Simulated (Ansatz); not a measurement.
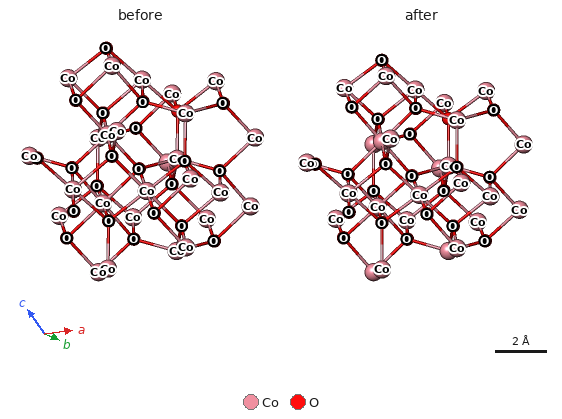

The structure of crystalline Co3O4 (set up in C2/m) (coarse preliminary run) before (left) and after (right) a relaxation, at one scale.

The picture is a ball-and-stick view of the atoms within 5.0 Å of the atom that moves most (axes of the conventional cell (2 times the calculation's cell)), seen from a free direction. Lengths and directions refer to the drawn axes.

The calculation used DFT PBEsol, scalar-relativistic, plane waves, PAW (Ansatz).

Input file:
```yaml
crystal:
  lattice:
    - [5.1047556076, -2.9139366264, 0.0]
    - [5.1047556076, 2.9139366264, 0.0]
    - [-3.406511797, 0.0, 4.8655693483]
  atoms:
    - { symbol: Co, position: [0.0, 0.0, 0.5] }
    - { symbol: Co, position: [0.5, 0.0, 0.5] }
    - { symbol: Co, position: [0.0, 0.5, 0.5] }
    - { symbol: Co, position: [0.3708315, 0.3708315, 0.1164995], spin: 2.44 }
    - { symbol: Co, position: [0.6291685, 0.6291685, 0.8835005], spin: 2.44 }
    - { symbol: Co, position: [0.0, 0.0, 0.0], spin: 0.15 }
    - { symbol: O, position: [0.2352605, 0.2352605, 0.7197575] }
    - { symbol: O, position: [0.7678745, 0.2214165, 0.7535605] }
    - { symbol: O, position: [0.7785835, 0.2321255, 0.2464395] }
    - { symbol: O, position: [0.2321255, 0.7785835, 0.2464395] }
    - { symbol: O, position: [0.233439, 0.233439, 0.2479275] }
    - { symbol: O, position: [0.2214165, 0.7678745, 0.7535605] }
    - { symbol: O, position: [0.7647395, 0.7647395, 0.2802425] }
    - { symbol: O, position: [0.766561, 0.766561, 0.7520725] }
basis:
  ecutwfc: 420
kpoints:
  mp_grid: { grid: [4, 4, 4] }
hamiltonian:
  xc: pbesol
scf:
  occupations: { method: gaussian, width: 0.1 }
output:
  forces: true
  stress: true
  eigenvalues: true
  populations: true
magnetization:
  spin_polarized: true
relax:
  adjacent_minimum: "off"
  f_tol: 0.05
  max_steps: 80
  cell: { stress_tol: 0.5 }
```

Command:
```bash
ansatz run input.yaml --threads 4 --pin off --max-ram 10240MiB --backend cpu --events-out ev --progress --plain --runs-dir out
```

Question: Summarise the run.

Answer: The largest moves relative to the cell, 0.076 Å, are those of O8, O9, O10 and O12. O8 goes roughly along [−1 0 −2]. Largest moves by element: O 0.076 Å, Co 0.041 Å. Cell: a 10.210 → 9.779 Å (−4.2 %), b 5.828 → 5.645 Å (−3.1 %), c 5.940 → 5.645 Å (−5.0 %), β 125.0° → 125.3°. Volume −12.1 %. Some distances before and after: Co2–O10 2.052 → 1.902 Å, Co1–O10 2.028 → 1.902 Å, Co2–O13 2.019 → 1.902 Å, Co1–O13 1.969 → 1.902 Å. Among the angles between lasting bonds that change: Co1–O9–Co3 92.2° → 95.8°, O7–Co2–O11 87.3° → 83.9°, O7–Co2–O14 92.7° → 96.1°. The space group (tolerance 0.01 Å) goes from C2/m (No. 12) to Fd-3m (No. 227). The energy falls by 1.873 eV per cell of the calculation in 4 accepted moves (6 points after the start). Largest force component: 1.3 eV/Å at the start, 0.0019 eV/Å at the end. Pressure: −24.21 GPa at the start and −0.01 GPa at the end. At 2 points the geometry stayed and the basis and grid were re-selected for the new cell (energy shift of 50.3 meV per cell of the calculation at most each time). The run may lie on a higher electronic state than the lowest, so the end point isn't shown to be the ground-state structure.
